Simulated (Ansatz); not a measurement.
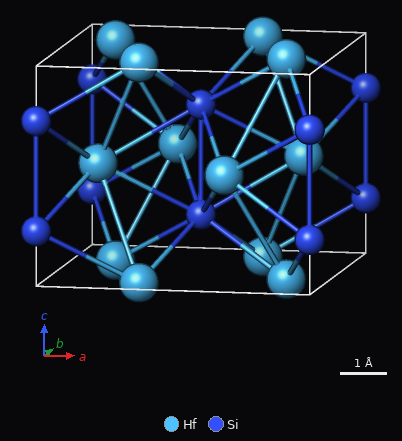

Lattice vibrations of solid Hf₂Si relaxed at 25 GPa, at the zone centre. Style: ball-and-stick. Shown: the conventional cell (2 times the calculation's cell), slightly off an axis. Lengths and directions refer to the drawn axes.

Computed with DFT LDA, scalar-relativistic, plane waves, PAW (Ansatz). (plane-wave cutoff 420 eV; k-point mesh 10 × 10 × 10; occupations fermi dirac; smearing width 0.15 eV; target pressure 25 GPa; no spin polarisation)

The frequencies depend somewhat on the k-mesh and the smearing.

Q: List the optical modes.

A: The calculation's cell holds 6 atoms, so there are 15 optical modes, in 11 levels. The optical modes span 2E_u + 2E_g + 2A₂g + B₁u + B₂g + A₁g + B₁g + A₂u. No level is unstable.

```json
{"level": "1", "symmetry": "E_u", "frequency (cm⁻¹)": "130", "activity": "infrared-active"}
{"level": "2", "symmetry": "E_g", "frequency (cm⁻¹)": "131", "activity": "Raman-active"}
{"level": "3", "symmetry": "A₂g", "frequency (cm⁻¹)": "150", "activity": "silent"}
{"level": "4", "symmetry": "B₁u", "frequency (cm⁻¹)": "159", "activity": "silent"}
{"level": "5", "symmetry": "B₂g", "frequency (cm⁻¹)": "167", "activity": "Raman-active"}
{"level": "6", "symmetry": "A₁g", "frequency (cm⁻¹)": "180", "activity": "Raman-active"}
{"level": "7", "symmetry": "B₁g", "frequency (cm⁻¹)": "183", "activity": "Raman-active"}
{"level": "8", "symmetry": "A₂u", "frequency (cm⁻¹)": "315", "activity": "infrared-active"}
{"level": "9", "symmetry": "E_u", "frequency (cm⁻¹)": "409", "activity": "infrared-active"}
{"level": "10", "symmetry": "E_g", "frequency (cm⁻¹)": "415", "activity": "Raman-active"}
{"level": "11", "symmetry": "A₂g", "frequency (cm⁻¹)": "447", "activity": "silent"}
```

The crystal is a metal, so free carriers screen the infrared response.

The displacement patterns (one member of each degenerate set), 6 of the levels:

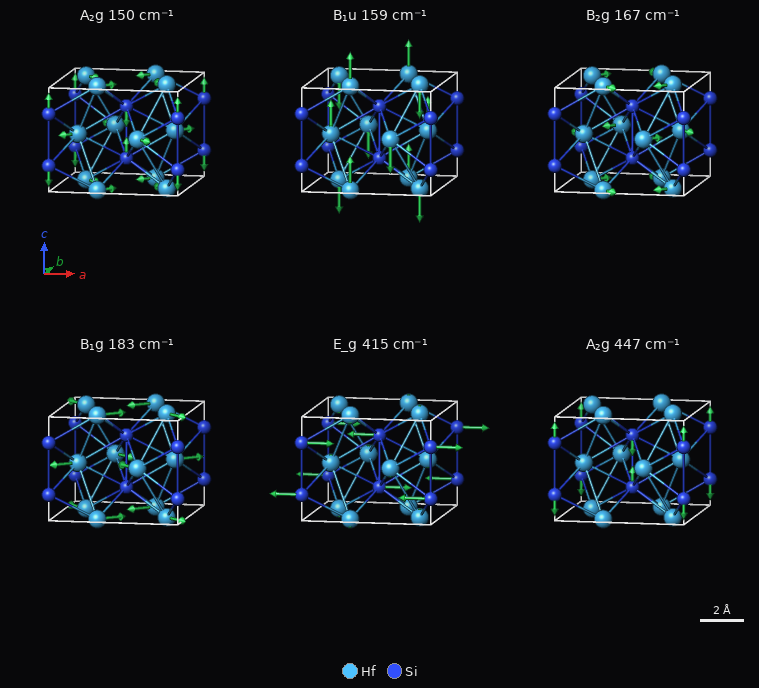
